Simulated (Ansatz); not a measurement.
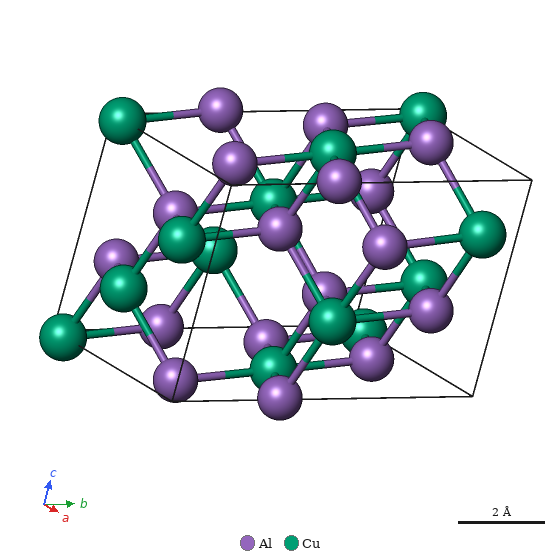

The image is a ball-and-stick drawing of a crystal, viewed slightly off an axis. The lines enclose the supercell; boundary atoms appear with their images. The host is Al2Cu, in a cell of 18 sites, and the cell is neutral.

**What imperfection does the supercell contain?**

An aluminium vacancy. Around the empty site lie six Al and four Cu at about 2.5 to 2.9 Å.

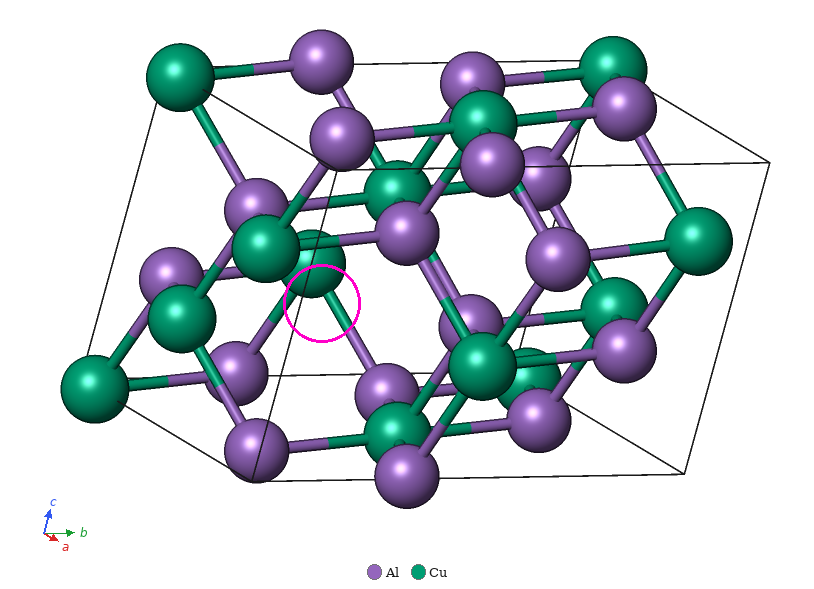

The same cell with a ring at the defect's site.

The atoms were relaxed in the host's cell with Ansatz, DFT PBE, scalar-relativistic, plane waves, PAW.
